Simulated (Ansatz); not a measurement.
# Run report: AgCl, geometry relaxation

AgCl (2 atoms in the cell), computed with DFT PBE, scalar-relativistic, plane waves, PAW, no spin polarisation (Ansatz 0.2.0).

The structure derives from an entry of the Crystallography Open Database.

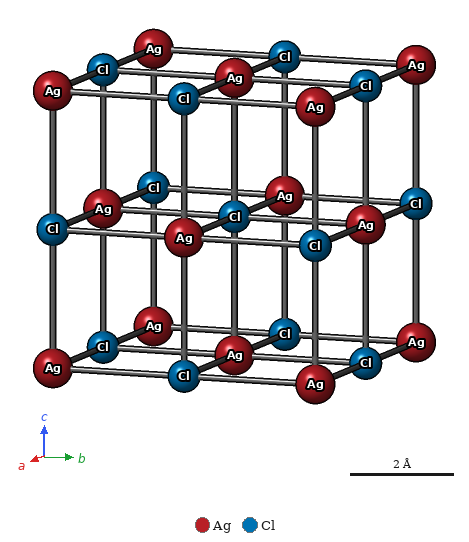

**Figure 1.** The structure as given in the input (ball-and-stick view of the cell 4 times as large as that of the calculation, set on its symmetry axes, seen slightly off an axis). Near neighbours in the crystal (not all of them lie inside the picture): Ag has 6 Cl at 2.73 to 2.74 Å; Cl has 6 Ag at 2.73 to 2.74 Å.

## Input
```yaml
crystal:
  lattice:
    - [0.0, 2.735, 2.735]
    - [2.735, 0.0, 2.735]
    - [2.735, 2.735, 0.0]
  atoms:
    - { symbol: Ag, position: [0.0, 0.0, 0.0] }
    - { symbol: Cl, position: [0.5, 0.5, 0.5] }
basis:
  ecutwfc: 420
kpoints:
  mp_grid: { grid: [8, 8, 8] }
hamiltonian:
  xc: pbe
scf:
  occupations: { method: gaussian, width: 0.02 }
output:
  forces: true
  stress: true
  eigenvalues: true
relax:
  adjacent_minimum: "off"
  f_tol: 0.005
  max_steps: 80
  cell: { stress_tol: 0.05 }
```

Run as:
```bash
ansatz run input.yaml --threads 2 --pin off --max-ram 5120MiB --backend cpu --events-out ev --progress --plain --runs-dir out
```

## What the program printed
```
Engine: ansatz 0.2.0, aarch64-unknown-linux-gnu
Pseudopotentials: kind: paw
Pseudopotential: Ag, paw, valence charge 19, recommended cutoff 420 eV (normal), Ag.paw.azcp
Pseudopotential: Cl, paw, valence charge 7, recommended cutoff 420 eV (normal), Cl.paw.azcp
Functional definition: PBE
  parameter kappa = 0.804
  parameter beta = 0.06672455060314922
  exchange = pbe_x(kappa = kappa, mu = beta*pi^2/3)
  correlation = pbe_c(beta = beta)
Crystal: 2 atoms, lattice volume = 40.917 Å³
Basis set: ecut = 420 eV, 821 PW (Γ), exchange–correlation on 54×54×54 points (8 copies of the dense FFT grid, shifted against one another)
Bands: 17, of which v1, the nominal top of the filled ones, is band 13 counted from 1 (12 counted from 0)
Symmetry: 48 space group operations
Space group: Fm-3m (ITA 225), of the structure as read, at distance tolerance 3.4e-5 Å
k-points: 29 of 512
Non-local potential: Ag, projectors of the file, l = 0: 3, l = 1: 2, l = 2: 2, l = 3: 1
Non-local potential: Cl, projectors of the file, l = 0: 2, l = 1: 2, l = 2: 2
PAW form: soft (Blöchl's): semilocal exchange-correlation on the pseudo side does not see the compensation charge
PAW one-centre angular grid: Ag, 590 points (default); XC on 64 Gauss nodes
PAW one-centre angular grid: Cl, 110 points (default); XC on 64 Gauss nodes
Initial density: superposition of atomic densities (neutral atoms: chi_scale 0, normalization atom), corrected by the library's trained network
Initial wavefunctions: pseudopotential atomic-orbital guess
Functional: x = pbe(κ = 0.804, μ = 0.2195149727645171), c = pbe(β = 0.06672455060314922)
SCF iter   1: F=—  HF=-8670.860977 eV  |F-HF|=—  |Δ(HF+E_count)|=         —  Δρ=7.44e-4  dr2=1.46e-4  ethr=1.77e-3  ⟨swp⟩=5.6  Hψ=2420  notcnv=0
preconditioner: auto → none  [insulator: Δε(μ)=0.897 eV  Ē_g=11.124 eV  σ=0.020 eV  W_gap=1.00  n_scr=14 (ndim 8)  ℏωp=24.6 eV  f_vac=0.026  D(μ)=0.00/eV (n_scr^D=0)  ε∞_Penn≈5.9]
SCF iter   2: F=—  HF=-8670.861640 eV  |F-HF|=—  |Δ(HF+E_count)|=   6.64e-4  Δρ=2.79e-4  dr2=1.86e-5  ethr=5.60e-7  ⟨swp⟩=2.9  Hψ=1257  notcnv=0
SCF iter   3: F=—  HF=-8670.861657 eV  |F-HF|=—  |Δ(HF+E_count)|=   1.68e-5  Δρ=1.51e-4  dr2=3.72e-6  ethr=7.14e-8  ⟨swp⟩=2.0  Hψ=729  notcnv=0
SCF iter   4: F=—  HF=-8670.861662 eV  |F-HF|=—  |Δ(HF+E_count)|=   5.11e-6  Δρ=6.10e-5  dr2=7.02e-7  ethr=1.43e-8  ⟨swp⟩=2.1  Hψ=724  notcnv=0
iter 5 did not close the SCF: its close was put off for the readings that it lacked (scf_convergence_deferred on its scf_iter line)
SCF iter   5: F=-8670.861663 eV  HF=-8670.861663 eV  |F-HF|=6.53e-8  |Δ(HF+E_count)|=   1.25e-6  Δρ=1.25e-5  dr2=3.10e-8  ethr=2.70e-9  ⟨swp⟩=2.0  Hψ=748  notcnv=0
SCF iter   6: F=-8670.861663 eV  HF=-8670.861663 eV  |F-HF|=1.88e-9  |Δ(HF+E_count)|=   7.60e-8  Δρ=4.62e-6  dr2=6.31e-9  ethr=1.19e-10  ⟨swp⟩=2.0  Hψ=1629  notcnv=0
SCF 1 converged in 6 iterations: F = -8670.861663 eV  dr2 = 6.31e-9
  greatest PAW one-centre occupation: 1.000 electrons in one spin orbital (limit 2), on the Ag atom at site 0 (counted from 0), in its partial waves of l = 0
relax step   1: F+E_penalty+E_count = -8670.86166334 eV  Δ(F+E_penalty+E_count) = +0.000e0 eV  max|allowed force component| = 1.394e-29 eV/Å  Δτ_max = 0.0000 Å  P = +3.930 GPa  Ω = 40.917 Å³  (6 SCF iters, dr2 threshold 1.00e-7 eV, accepted)
Crystal: 2 atoms, lattice volume = 44.156 Å³
Basis set: ecut = 420 eV, 869 PW (Γ), exchange–correlation on 54×54×54 points (8 copies of the dense FFT grid, shifted against one another)
Initial density: handed on by an earlier stage of this run
Initial wavefunctions: those handed on with the density
iter 1 solved again at ethr=1.53e-5 eV; its pass at ethr=3.10e-3 eV (dr2=3.99e-3 eV) is discarded
SCF iter   1: F=—  HF=-8670.899172 eV  |F-HF|=—  |Δ(HF+E_count)|=         —  Δρ=2.09e-3  dr2=3.77e-3  ethr=1.53e-5  ⟨swp⟩=1.0  Hψ=2997  notcnv=0
preconditioner: auto → none  [insulator: Δε(μ)=0.916 eV  Ē_g=10.770 eV  σ=0.020 eV  W_gap=1.00  n_scr=14 (ndim 8)  ℏωp=23.7 eV  f_vac=0.043  D(μ)=0.00/eV (n_scr^D=0)  ε∞_Penn≈5.8]
SCF iter   2: F=—  HF=-8670.898195 eV  |F-HF|=—  |Δ(HF+E_count)|=   9.77e-4  Δρ=1.78e-3  dr2=9.49e-4  ethr=1.45e-5  ⟨swp⟩=2.4  Hψ=828  notcnv=0
SCF iter   3: F=—  HF=-8670.897965 eV  |F-HF|=—  |Δ(HF+E_count)|=   2.30e-4  Δρ=4.95e-4  dr2=8.77e-5  ethr=3.65e-6  ⟨swp⟩=2.4  Hψ=781  notcnv=0
SCF iter   4: F=—  HF=-8670.897956 eV  |F-HF|=—  |Δ(HF+E_count)|=   8.52e-6  Δρ=1.60e-4  dr2=7.24e-6  ethr=3.37e-7  ⟨swp⟩=2.2  Hψ=713  notcnv=0
SCF iter   5: F=-8670.897957 eV  HF=-8670.897956 eV  |F-HF|=2.56e-7  |Δ(HF+E_count)|=   5.09e-8  Δρ=2.60e-5  dr2=1.80e-7  ethr=7.69e-10  ⟨swp⟩=3.3  Hψ=2114  notcnv=0
SCF 2 converged in 5 iterations: F = -8670.897957 eV  dr2 = 1.80e-7
relax step   2: F+E_penalty+E_count = -8670.89795665 eV  Δ(F+E_penalty+E_count) = -3.629e-2 eV  max|allowed force component| = 1.867e-29 eV/Å  Δτ_max = 0.0000 Å  P = +0.035 GPa  Ω = 44.156 Å³  energy of the carried Pulay correction = -7.678e-4 eV  (5 SCF iters, dr2 threshold 2.00e-7 eV, accepted)
Initial wavefunctions: pseudopotential atomic-orbital guess (no wavefunctions were taken with the density)
iter 1 solved again at ethr=3.77e-8 eV; its pass at ethr=3.10e-3 eV (dr2=9.81e-6 eV) is discarded
SCF iter   1: F=—  HF=-8670.898482 eV  |F-HF|=—  |Δ(HF+E_count)|=         —  Δρ=1.84e-4  dr2=2.08e-6  ethr=3.77e-8  ⟨swp⟩=3.0  Hψ=3727  notcnv=0
preconditioner: auto → none  [insulator: Δε(μ)=0.923 eV  Ē_g=10.786 eV  σ=0.020 eV  W_gap=1.00  n_scr=14 (ndim 8)  ℏωp=23.7 eV  f_vac=0.039  D(μ)=0.00/eV (n_scr^D=0)  ε∞_Penn≈5.8]
SCF iter   2: F=—  HF=-8670.898552 eV  |F-HF|=—  |Δ(HF+E_count)|=   7.00e-5  Δρ=8.62e-5  dr2=6.63e-7  ethr=7.99e-9  ⟨swp⟩=2.0  Hψ=867  notcnv=0
SCF iter   3: F=—  HF=-8670.898568 eV  |F-HF|=—  |Δ(HF+E_count)|=   1.59e-5  Δρ=3.42e-5  dr2=2.11e-7  ethr=2.55e-9  ⟨swp⟩=2.0  Hψ=721  notcnv=0
SCF iter   4: F=—  HF=-8670.898569 eV  |F-HF|=—  |Δ(HF+E_count)|=   1.81e-6  Δρ=5.18e-6  dr2=5.24e-9  ethr=8.10e-10  ⟨swp⟩=2.0  Hψ=838  notcnv=0
SCF iter   5: F=—  HF=-8670.898569 eV  |F-HF|=—  |Δ(HF+E_count)|=   4.35e-8  Δρ=1.50e-6  dr2=4.24e-10  ethr=2.02e-11  ⟨swp⟩=2.0  Hψ=750  notcnv=0
SCF iter   6: F=-8670.898569 eV  HF=-8670.898569 eV  |F-HF|=3.09e-11  |Δ(HF+E_count)|=   3.74e-9  Δρ=1.31e-7  dr2=6.39e-12  ethr=1.00e-12  ⟨swp⟩=3.9  Hψ=2323  notcnv=0
SCF 3 converged in 6 iterations: F = -8670.898569 eV  dr2 = 6.39e-12
relax step   3: F+E_penalty+E_count = -8670.89856947 eV  Δ(F+E_penalty+E_count) = -6.128e-4 eV  max|allowed force component| = 1.262e-29 eV/Å  Δτ_max = 0.0000 Å  P = +0.020 GPa  Ω = 44.156 Å³  stress off target by 1.96e-2 GPa  SCF on the basis re-selected at this cell (its energy is not comparable with the rows above)  (6 SCF iters)
```

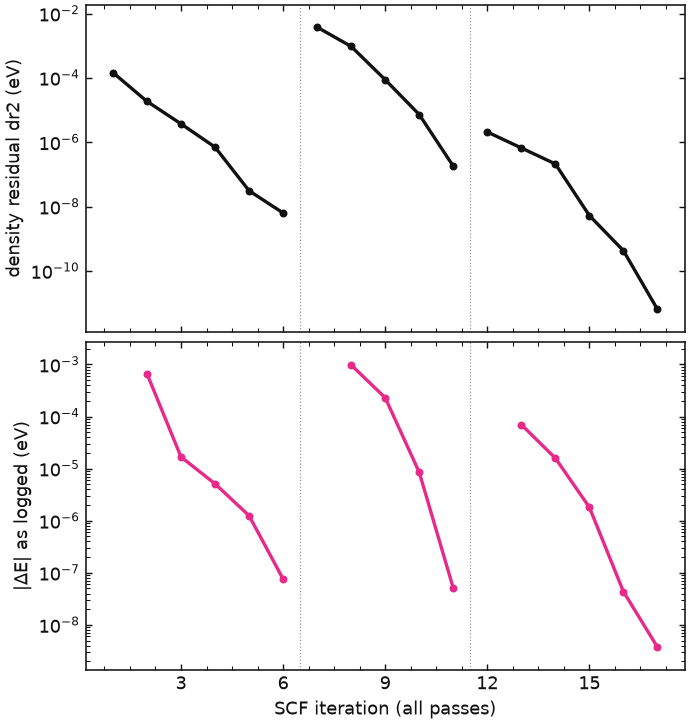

**Figure 2.** Convergence of the self-consistent field: density residual dr2 and size of the energy change against the SCF iteration. The dotted lines part the SCF passes of the relaxation: geometry steps, rejected trials and re-solves on a re-selected basis. The passes take 6, 5 and 6 iterations.

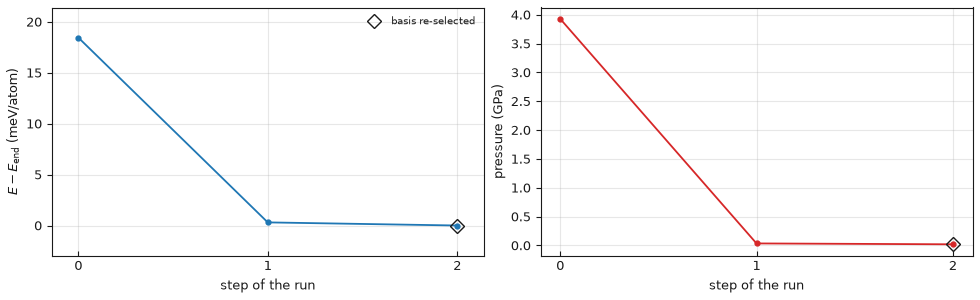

**Figure 3.** Progress of the relaxation, step by step (the first geometry is step 0 here and step 1 in the log).

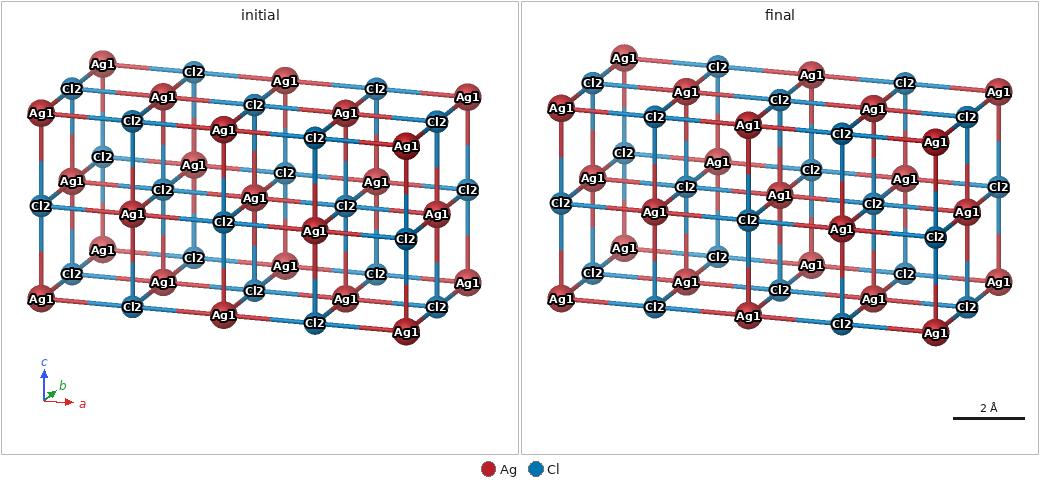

**Figure 4.** Before (left) and after (right) the relaxation, at one scale (ball-and-stick view of the cell 4 times as large as that of the calculation, set on its symmetry axes, repeated 2 × 1 × 1, seen slightly off an axis). No atom moves by more than 0.005 Å relative to the cell. Cell: a = b = c 5.470 → 5.611 Å (+2.6 %). Volume +7.9 %. Among the contacts that change: Ag1–Cl2 2.735 → 2.805 Å. The space group stays Fm-3m (No. 225). The energy falls by 18.1 meV per atom in 1 geometry step. All forces vanish by symmetry, so only the cell relaxes. The pressure goes from 3.93 to 0.02 GPa. A last SCF at the same geometry on a re-selected plane-wave basis shifts the energy by −0.3 meV per atom. (Atoms are counted from 1 in the order of the input.)

```
basis re-selected at this cell: Δ(F+E_penalty+E_count) = -6.128e-4 eV, ΔP = -0.015 GPa vs the last step (what re-selecting the basis moved, of the pressure what is left beyond the Pulay correction that the steps carried, after the strain that the cell walked since its last selection, with what the two solves' SCF thresholds leave and, on support functions, any second-order correction that the steps lacked; it is no measure of the basis error at this ecutwfc). This SCF's stress stands 1.96e-2 GPa from its target on what of the cell is left free (relax.cell.stress_tol is 5.00e-2 GPa) and its largest allowed force component is 1.26e-29 eV/Å (relax.f_tol is 5.00e-3 eV/Å): within both
SCF converged after 6 iterations
Free energy (F): -8670.898569 eV
Harris-Foulkes:  -8670.898569 eV  (|F-HF|=3.09e-11)
Internal energy: -8670.898569 eV  (E = F + TS)
E sigma→0 (E₀):  -8670.898569 eV
Fermi energy:    7.988505 eV
--- Per-component energies (eV) ---
  E_band       = -370.002593
  E_kinetic    = 688.792878
  E_local      = -3263.319197  (includes V_loc(G=0)·N_el)
  E_nonlocal   = 112.666530
  E_hartree    = 1429.793524
  E_xc         = -289.762665
  E_vxc        = -353.858678  (∫ρ·V_xc dr)
  E_paw        = -4564.884566  (= ΣΔE_a)
  E_vpaw       = -413.871675  (= ΣTr[D̂ρ^β])
  E_aug_tail   = 0.000405  (compensation charges beyond the density's cutoff)
  E_ewald      = -2784.185479
  E_smearing   = -0.000000  (= −TS)
  E_closure    = 0.000000  (closes the sum)
  Σ components = -8670.898569   (vs F -8670.898569, Δ=0.00e0)
--- Forces (eV/Å), atoms counted from 1 ---
  atom   1  Ag    -0.00000000    -0.00000000     0.00000000
  atom   2  Cl     0.00000000    -0.00000000     0.00000000
  max |Σ_I F_I| component: 1.68e-29 eV/Å
--- Stress (GPa, compression-positive) ---
        0.019642       0.000000       0.000000
        0.000000       0.019642       0.000000
        0.000000      -0.000000       0.019642
  P = ⅓ Tr σ = 0.0196 GPa (0.196 kbar)
--- Band table (eV; the first three rows and the last of 29) ---
  k-point 0: bands = ["-82.0674", "-45.6035", "-45.6035", "-45.6035", "-7.3919", "5.2192", "5.2192", "5.2192", "5.2581", "5.2581", "5.3502", "5.3502", "5.3502", "8.4494", "18.2461", "18.2461", "18.2461"]
  k-point 1: bands = ["-82.0674", "-45.6038", "-45.6035", "-45.6035", "-7.3372", "4.5582", "4.6092", "4.6092", "5.2692", "5.2692", "5.4907", "6.0612", "6.0612", "9.1403", "16.9607", "17.9282", "17.9282"]
  k-point 2: bands = ["-82.0673", "-45.6047", "-45.6037", "-45.6037", "-7.2002", "3.5799", "4.0628", "4.0628", "5.3843", "5.3843", "5.6291", "6.7778", "6.7778", "10.4319", "15.3170", "16.6591", "16.6591"]
  k-point 28: bands = ["-82.0673", "-45.6051", "-45.6051", "-45.6044", "-6.9460", "3.5569", "3.7761", "3.7761", "5.6417", "5.6417", "5.6528", "5.6645", "6.4252", "11.6744", "15.3858", "15.3858", "15.4933"]
--- Relaxed structure (2 steps of the walk, 2 accepted, 1 SCFs on fresh bases) ---
  F+E_penalty+E_count = -8670.89856947 eV   max|allowed force component| = 1.262e-29 eV/Å   (the final SCF, on the basis selected at the relaxed cell)
  cell:  # Å, volume = 44.1558 Å³
    - [3.1846075205597437e-34, 2.805341954687798, 2.805341954687798]
    - [2.805341954687798, 4.044451551110874e-34, 2.805341954687798]
    - [2.805341954687798, 2.805341954687798, 1.3693812338406897e-34]
  atoms:
    - { symbol: Ag, position: [-2.722826003033752e-33, 2.628935451205002e-33, 1.3144677256025012e-33] }
    - { symbol: Cl, position: [0.49999999999999994, 0.49999999999999994, 0.49999999999999994] }
```

## Trajectory as extended XYZ (Å, eV, eV/Å), 3 frames, from step=1 to step=3
```
2
Lattice="0.0000 2.7350 2.7350 2.7350 0.0000 2.7350 2.7350 2.7350 0.0000" Properties=species:S:1:pos:R:3:forces:R:3 step=1 energy=-8670.86166 pressure_GPa=3.93
Ag    0.0000    0.0000    0.0000    0.0000   0.0000   0.0000
Cl    2.7350    2.7350    2.7350    0.0000   0.0000   0.0000
2
Lattice="0.0000 2.8053 2.8053 2.8053 0.0000 2.8053 2.8053 2.8053 0.0000" Properties=species:S:1:pos:R:3:forces:R:3 step=2 energy=-8670.89796 pressure_GPa=0.03
Ag    0.0000    0.0000    0.0000    0.0000   0.0000   0.0000
Cl    2.8053    2.8053    2.8053    0.0000   0.0000   0.0000
2
Lattice="0.0000 2.8053 2.8053 2.8053 0.0000 2.8053 2.8053 2.8053 0.0000" Properties=species:S:1:pos:R:3:forces:R:3 step=3 energy=-8670.89857 pressure_GPa=0.02
Ag    0.0000    0.0000    0.0000    0.0000   0.0000   0.0000
Cl    2.8053    2.8053    2.8053    0.0000   0.0000   0.0000
```

## Results in brief

| quantity | value |
| --- | --- |
| outcome | converged |
| space group (tolerance 0.01 Å) | Fm-3m (225) |
| electrons treated | 26 |
| free energy | −8670.8986 eV |
| Fermi energy | 7.989 eV |
| gap on the k-point mesh | 0.92 eV |
| pressure | 0.02 GPa |
| final volume | 44.16 Å³ |
| largest force (length of the vector) at the end | under 0.001 eV/Å |
| final cell | a = 3.967 Å, b = 3.967 Å, c = 3.967 Å, α = 60.00°, β = 60.00°, γ = 60.00° |
| hardware | 2 threads of Arm Neoverse V1, 24 GiB of memory available, shared host |
| wall time | 2.4 s (CPU time 4.5 s) |
| peak memory | 0.31 GiB |
